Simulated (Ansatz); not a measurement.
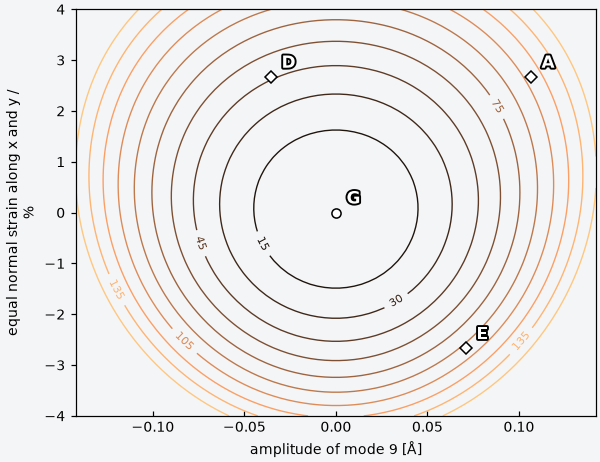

Al2Cu (P4/mmm, No. 123; 3 atoms in the cell). The energy is mapped over a normal mode and a strain (zone-centre modes of the 3-atom cell of this scan) (x along [1 0 0], y along [0 1 0], z along [0 0 1] of the conventional cell). The first coordinate is: amplitude of mode 9 (339 cm⁻¹), largest displacement in the unstrained cell; the second: equal normal strain along x and y. Nothing is relaxed (the pattern is fixed in fractional coordinates). Grid: 9 × 7 points; 35 points were computed and 28 follow by symmetry. Points are written as (first, second). Energies: meV per cell, counted from the lowest grid point. Computed with DFT PBE, scalar-relativistic, plane waves, PAW (Ansatz 0.2.0). Settings: cutoff 520 eV, k-mesh 10×10×14 in the order of the run's cell vectors, gaussian smearing 0.15 eV, no spin polarisation.

In the figure: contour lines labelled in meV (none above 150), lettered points. Between grid points the surface is interpolated.

Q: Is G the lowest point of the computed grid?

A: Yes. G, at (0.000 Å, 0.00 %), has the lowest energy of the grid.

Q: What kind of point is each of A, D, E, G: minimum, saddle, maximum or slope?

A: A: on a slope; D: on a slope; E: on a slope; G: minimum. (In these two coordinates alone; a stationary point may lie a little off the grid point.)

Q: Rank the lettered points by energy, lowest first.

A: G (0 meV), D (47 meV), E (94 meV), A (111 meV).

PAW datasets: the set soft_1.
